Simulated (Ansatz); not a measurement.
**ZnO: 6 runs along one coordinate**

System: ZnO (Fm-3m, 2 atoms in the cell).
Method: DFT PBE, scalar-relativistic, plane waves, PAW, no spin polarisation (Ansatz 0.2.0).

The 6 runs differ only in the geometry, by an even scaling of the cell at fixed fractional positions. The structure was made by a generator, so it may or may not be a known phase.

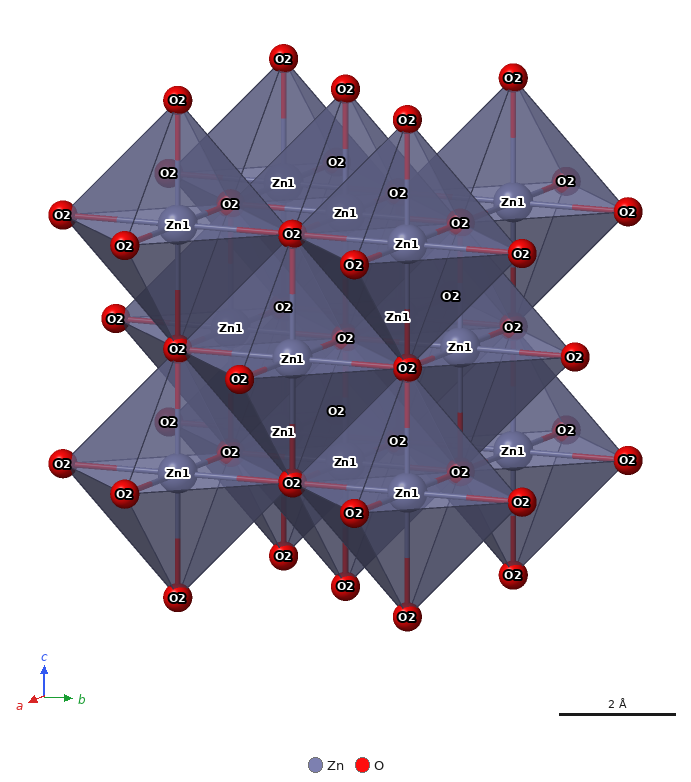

Figure 1. The structure of run 4 (polyhedral view of the cell 4 times as large as that of the calculation, set on its symmetry axes, seen at an oblique angle; polyhedra are completed across the faces of the cell; atoms are numbered from 1 in the order of the input).

### Input of run 4
```yaml
crystal:
  lattice:
    - [0.0, 2.1862970076, 2.1862970076]
    - [2.1862970076, 0.0, 2.1862970076]
    - [2.1862970076, 2.1862970076, 0.0]
  atoms:
    - { symbol: Zn, position: [0.0, 0.0, 0.0] }
    - { symbol: O, position: [0.5, 0.5, 0.5] }
basis:
  ecutwfc: 420
kpoints:
  mp_grid: { grid: [12, 12, 12] }
hamiltonian:
  xc: pbe
scf:
  occupations: { method: gaussian, width: 0.02 }
output:
  forces: true
  stress: true
  eigenvalues: true
```

Command:
```bash
ansatz run input.yaml --threads 1 --pin off --max-ram 2560MiB --backend cpu --events-out ev --progress --plain --runs-dir out
```

Run 2 differs from it as follows:
```diff
-    - [0.0, 2.1862970076, 2.1862970076]
-    - [2.1862970076, 0.0, 2.1862970076]
-    - [2.1862970076, 2.1862970076, 0.0]
+    - [0.0, 2.1206680987, 2.1206680987]
+    - [2.1206680987, 0.0, 2.1206680987]
+    - [2.1206680987, 2.1206680987, 0.0]
```

### Results, with one run withheld

```tsv
run	volume per atom (Å³)	free energy per atom, from the lowest run given (meV)	pressure (GPa)	gap on the mesh (eV)
1	8.928	91.19	28.27	1.36
2	9.537	?	?	?
3	9.842	0.57	5.44	0.89
4	10.450	0.00	−4.54	0.62
5	10.755	12.32	−8.41	0.50
6	11.160	39.24	−12.67	0.35
```

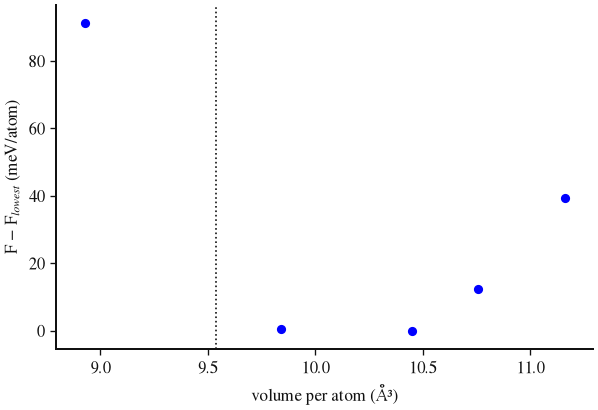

Figure 2. Free energy per atom of the runs given; the dotted line marks run 2.

What should run 2 give?

A cubic polynomial in V^(−2/3) (the Birch–Murnaghan form), fitted to the 5 runs given, misses them by at most 0.05 meV per atom. With x = V^(−2/3) − 0.21296 Å⁻², it reads F = −4.4049 − 198.9 x + 2.5813e+05 x² + 3.1352e+05 x³ (meV per atom). At run 2 it gives 16.80 meV per atom, and the run itself gives 16.84. The slope of the fit gives a pressure −dF/dV of 11.80 GPa there, and the run prints 11.81 GPa. The fit has its minimum at 10.148 Å³ per atom, where V d²F/dV² gives 165 GPa: the bulk modulus at this level, since symmetry fixes the shape and the positions. The gap on the mesh goes, without turning, from 1.36 eV in run 1 to 0.35 eV in run 6; run 2 has 1.04 eV. These are gaps of this functional on this mesh, which can miss the band edges; they aren't the measured gap.

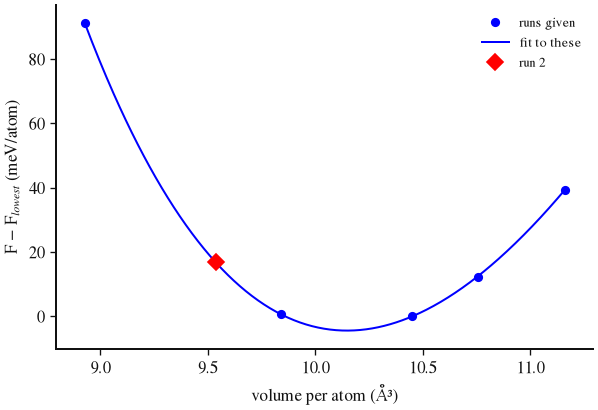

Figure 3. The fit and the withheld run.

### Output, shortened to warnings, some set-up lines, iterations and results (run 2)
```
Basis set: ecut = 420 eV, 339 PW (Γ), exchange–correlation on 48×48×48 points (8 copies of the dense FFT grid, shifted against one another)
Symmetry: 48 space group operations
k-points: 72 of 1728
Initial density: superposition of atomic densities (neutral atoms: chi_scale 0, normalization atom), corrected by the library's trained network
[...]
SCF iter   1: F=—  HF=-3886.498220 eV  |F-HF|=—  |Δ(HF+E_count)|=         —  Δρ=1.78e-3  dr2=2.56e-4  ethr=1.77e-3  ⟨swp⟩=5.1  Hψ=5062  notcnv=0
SCF iter   2: F=—  HF=-3886.498623 eV  |F-HF|=—  |Δ(HF+E_count)|=   4.03e-4  Δρ=5.22e-4  dr2=1.57e-5  ethr=1.42e-6  ⟨swp⟩=2.2  Hψ=2412  notcnv=0
SCF iter   3: F=—  HF=-3886.498623 eV  |F-HF|=—  |Δ(HF+E_count)|=   4.62e-7  Δρ=3.33e-4  dr2=7.35e-6  ethr=8.71e-8  ⟨swp⟩=2.1  Hψ=1528  notcnv=0
SCF iter   4: F=—  HF=-3886.498650 eV  |F-HF|=—  |Δ(HF+E_count)|=   2.73e-5  Δρ=7.59e-5  dr2=8.75e-7  ethr=4.09e-8  ⟨swp⟩=2.0  Hψ=1584  notcnv=0
SCF iter   5: F=—  HF=-3886.498650 eV  |F-HF|=—  |Δ(HF+E_count)|=   2.33e-7  Δρ=2.63e-5  dr2=1.26e-7  ethr=4.86e-9  ⟨swp⟩=1.8  Hψ=1306  notcnv=0
SCF iter   6: F=-3886.498650 eV  HF=-3886.498650 eV  |F-HF|=6.53e-9  |Δ(HF+E_count)|=   4.37e-8  Δρ=7.79e-6  dr2=9.48e-9  ethr=5.56e-10  ⟨swp⟩=4.0  Hψ=3034  notcnv=0
SCF 1 converged in 6 iterations: F = -3886.498650 eV  dr2 = 9.48e-9
SCF converged after 6 iterations
Free energy (F): -3886.498650 eV
Harris-Foulkes:  -3886.498650 eV  (|F-HF|=6.53e-9)
Internal energy: -3886.498650 eV  (E = F + TS)
E sigma→0 (E₀):  -3886.498650 eV
Fermi energy:    11.049392 eV
--- Per-component energies (eV) ---
  E_band       = 88.098825
  E_kinetic    = 307.610164
  E_local      = -1687.475158  (includes V_loc(G=0)·N_el)
  E_nonlocal   = 669.987140
  E_hartree    = 693.704903
  E_xc         = -210.423276
  E_vxc        = -145.656370  (∫ρ·V_xc dr)
  E_paw        = -1992.589810  (= ΣΔE_a)
  E_vpaw       = -443.778604  (= ΣTr[D̂ρ^β])
  E_aug_tail   = 0.002090  (compensation charges beyond the density's cutoff)
  E_ewald      = -1667.314702
  E_smearing   = -0.000000  (= −TS)
  E_closure    = 0.000000  (closes the sum)
  Σ components = -3886.498650   (vs F -3886.498650, Δ=0.00e0)
--- Forces (eV/Å), atoms counted from 1 ---
  atom   1  Zn    -0.00000000     0.00000000    -0.00000000
  atom   2  O      0.00000000    -0.00000000    -0.00000000
  max |Σ_I F_I| component: 1.72e-29 eV/Å
--- Stress (GPa, compression-positive) ---
       11.812596      -0.000000      -0.000000
        0.000000      11.812596       0.000000
       -0.000000      -0.000000      11.812596
  P = ⅓ Tr σ = 11.8126 GPa (118.126 kbar)
```
